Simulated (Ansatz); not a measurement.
The coordinates of a crystal:

```
CELL_PARAMETERS angstrom
5.34967 0.00000 0.00000
0.00000 3.08863 0.00000
-1.78322 0.00000 2.52186
ATOMIC_POSITIONS crystal
Al 0.00000 0.00000 0.00000
N 0.75000 0.00000 0.38736
Al 0.50000 0.50000 0.00000
N 0.25000 0.50000 0.38736
```

What does this file describe?

The stoichiometry is AlN. Its lattice is base-centred monoclinic, its space group Cm (No. 8). In the cell are 2 Al, 2 N, which makes 2 formula units. By contacts within bonding range, the coordination numbers are Al 3 and N 3.

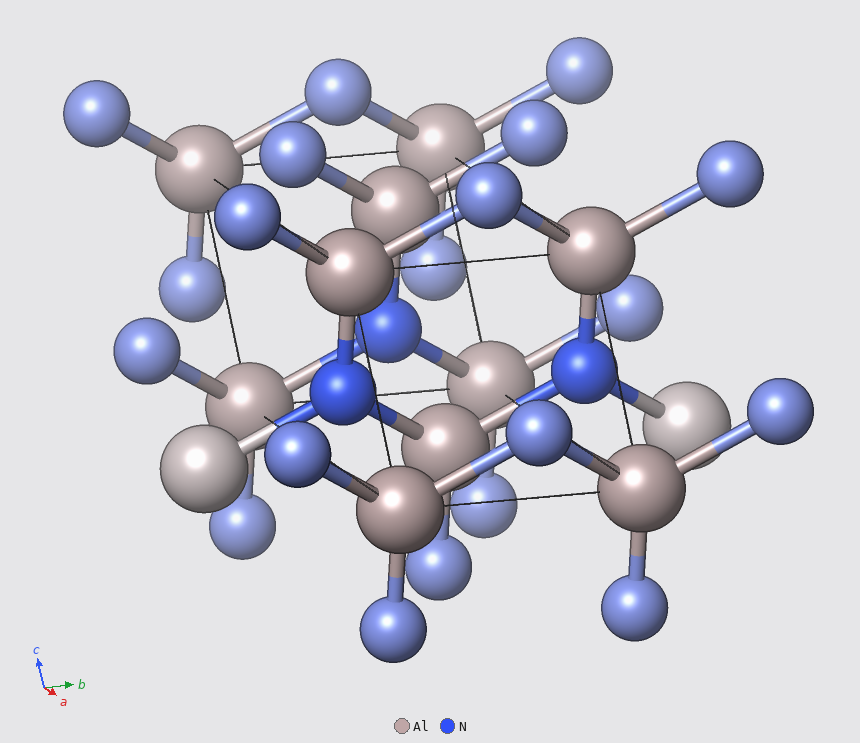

We look at a ball-and-stick model of the crystal slightly off an axis. The conventional unit cell is outlined; an atom on or near a face, edge or corner is repeated at each equivalent position. Bonded atoms from the next cells complete the picture, in fainter colours. Colours: aluminium light grey, nitrogen blue.

The model was built from a structure listed in the Materials Project. The cell was then strained or its atoms displaced on purpose. Ansatz was used for an electronic-structure calculation on it.

At this level of theory the cell isn't at rest (compressed, at 26 GPa and forces up to 6.3 eV/Å), so its distances can differ from those at equilibrium, the more so the softer the solid.
